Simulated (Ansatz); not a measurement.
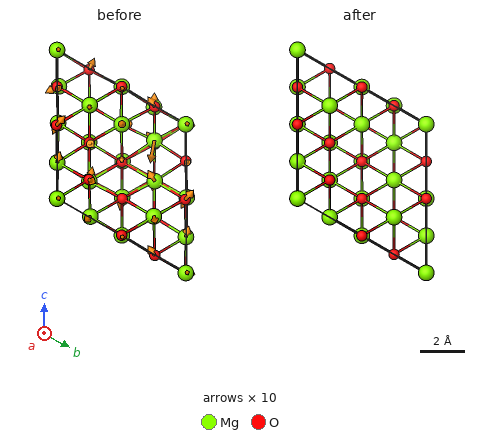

The structure of a crystal of MgO (set up in P1) before (left) and after (right) a relaxation, at one scale. The orange arrows give the displacements, 10 times their true length.

A ball-and-stick model of the cell of the calculation, seen along the a axis.

Level of theory: Ansatz 0.2.0, DFT PBEsol, scalar-relativistic, plane waves, PAW.

Input
```yaml
crystal:
  lattice:
    - [-4.2140464025, 4.2140464025, -4.2140464025]
    - [4.2140464025, 4.2140464025, 4.2140464025]
    - [4.2140464025, -4.2140464025, -4.2140464025]
  atoms:
    - { symbol: Mg, position: [0.2462994615, 0.7507428867, -0.009145457] }
    - { symbol: Mg, position: [0.0005291697, -0.0021108006, -0.0012624436] }
    - { symbol: Mg, position: [0.5125544807, 0.754441519, 0.7686808842] }
    - { symbol: Mg, position: [0.7592130834, 0.2561259135, 0.0075406456] }
    - { symbol: Mg, position: [0.2544411214, 0.0123318418, 0.7613357105] }
    - { symbol: Mg, position: [0.5014894412, 0.5012010208, 0.0037670064] }
    - { symbol: Mg, position: [0.0035014355, 0.2516499284, 0.7551661654] }
    - { symbol: Mg, position: [0.7467842118, 0.7569773679, 0.4963564793] }
    - { symbol: Mg, position: [0.506766195, 0.0056999883, 0.5115975287] }
    - { symbol: Mg, position: [0.7445134294, 0.5007150006, 0.7507764842] }
    - { symbol: Mg, position: [0.005388051, 0.749275671, 0.2559387575] }
    - { symbol: Mg, position: [0.2504821449, 0.2468965332, 0.5031087441] }
    - { symbol: Mg, position: [0.0078390927, 0.5069590758, 0.5060749165] }
    - { symbol: Mg, position: [0.7432739807, -0.0010838017, 0.2422985761] }
    - { symbol: Mg, position: [0.4962420066, 0.2484568862, 0.2394684966] }
    - { symbol: Mg, position: [0.2568563181, 0.5030773655, 0.2615826433] }
    - { symbol: O, position: [0.2332401784, 0.4918550936, 0.7460551242] }
    - { symbol: O, position: [0.0071288447, 0.7575631891, 0.7456062913] }
    - { symbol: O, position: [0.5009774606, 0.5011781122, 0.4964655496] }
    - { symbol: O, position: [0.7546693047, -0.0018881473, 0.7524440525] }
    - { symbol: O, position: [0.2554567047, 0.7527964976, 0.5102066812] }
    - { symbol: O, position: [0.5008528076, 0.2480045509, 0.7485996268] }
    - { symbol: O, position: [-0.0112750851, -0.0058587687, 0.490736933] }
    - { symbol: O, position: [0.7534300424, 0.5035822234, 0.2520203501] }
    - { symbol: O, position: [0.498076013, 0.7531396644, 0.2500292038] }
    - { symbol: O, position: [0.7574454482, 0.2491091982, 0.501911379] }
    - { symbol: O, position: [0.0019495784, 0.4995598084, 0.0036515952] }
    - { symbol: O, position: [0.2500301418, 0.0019943782, 0.2466529699] }
    - { symbol: O, position: [0.003783688, 0.2454995808, 0.2508467265] }
    - { symbol: O, position: [0.747985131, 0.7567975413, -0.003280081] }
    - { symbol: O, position: [0.4889617404, -0.0069132086, -0.0018252191] }
    - { symbol: O, position: [0.2474499706, 0.2463840425, -0.0096938503] }
basis:
  ecutwfc: 420
  xc_grid: 2
kpoints:
  mp_grid: { grid: [2, 2, 2], shift: [0.5, 0.5, 0.5] }
hamiltonian:
  xc: pbesol
scf:
  occupations: { method: gaussian, width: 0.02 }
output:
  forces: true
  stress: false
  eigenvalues: true
relax:
  adjacent_minimum: "off"
  f_tol: 0.03
  max_steps: 25
```

Command:
```bash
ansatz run input.yaml --threads 8 --pin off --max-ram 16384MiB --backend cpu --events-out ev --progress --plain --runs-dir out
```

Describe what moved and what it gained.

After 2 accepted moves (3 points after the start) the energy has fallen by 20.7 meV per atom. The largest force component goes from 1.7 to 0.015 eV/Å. 1 step only repeated the SCF at the same geometry. The largest move is that of Mg3, 0.12 Å roughly along [−2 −1 −3]. By element the largest moves are Mg 0.12 Å, O 0.11 Å. The lattice vectors keep their values. Some distances before and after: Mg3–O30 1.944 → 2.104 Å, Mg5–O32 1.981 → 2.106 Å, Mg10–O18 2.211 → 2.106 Å, Mg15–O26 2.204 → 2.105 Å. Bond angles that change, for instance: O17–Mg3–O20 173.2° → 179.9°, Mg3–O17–Mg7 173.3° → 179.9°, Mg3–O17–Mg6 83.5° → 89.9°. The space group (tolerance 0.01 Å) goes from P1 (No. 1) to Fm-3m (No. 225). The run took 16 s on 8 threads of Arm Neoverse V1, on a shared host, peak memory 1.1 GiB.
